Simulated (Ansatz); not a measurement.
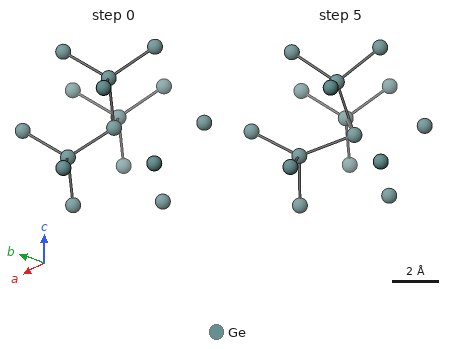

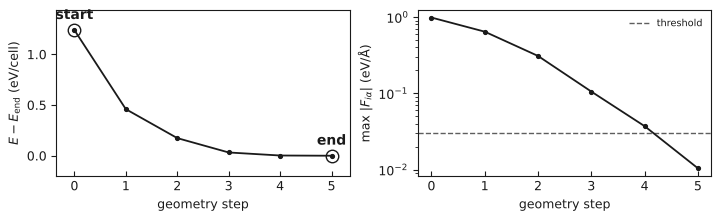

First and last geometry of a relaxation of a defect cell of composition Ge$_{63}$, with the history of the run. Style: ball-and-stick. Shown: the atoms within 4.2 Å of the atom that moves most (axes of the cell of the calculation (origin shifted)), from a free direction.

Method: DFT, PBEsol, PAW, plane waves (Ansatz). (plane-wave cutoff 420 eV; k-point mesh 1 × 1 × 1; mesh shifted by (0.25, 0.25, 0.25); no spin polarisation; atoms relaxed in a fixed cell; force threshold 0.03 eV/Å; at most 80 steps)

Read the history and describe the run.

It converged. After 5 geometry steps the energy has fallen by 1.240 eV per cell of the calculation. The largest force component goes from 0.98 to 0.01 eV/Å. The largest move is that of a Ge atom, 0.72 Å along [−1 −1 −1]. The lattice vectors keep their values. Some distances before and after: Ge–Ge 2.455 → 2.605 Å, Ge–Ge 2.517 → 2.606 Å, Ge–Ge 2.432 → 2.471 Å, Ge–Ge 2.505 → 2.471 Å. Among the angles between lasting bonds that change: Ge–Ge–Ge 110.7° → 91.2°, Ge–Ge–Ge 109.4° → 128.0°, Ge–Ge–Ge 110.7° → 128.0°. The run took 4.9 s on 1 × NVIDIA GB200 with 8 threads of Arm Neoverse-V2, peak memory 2 GiB.
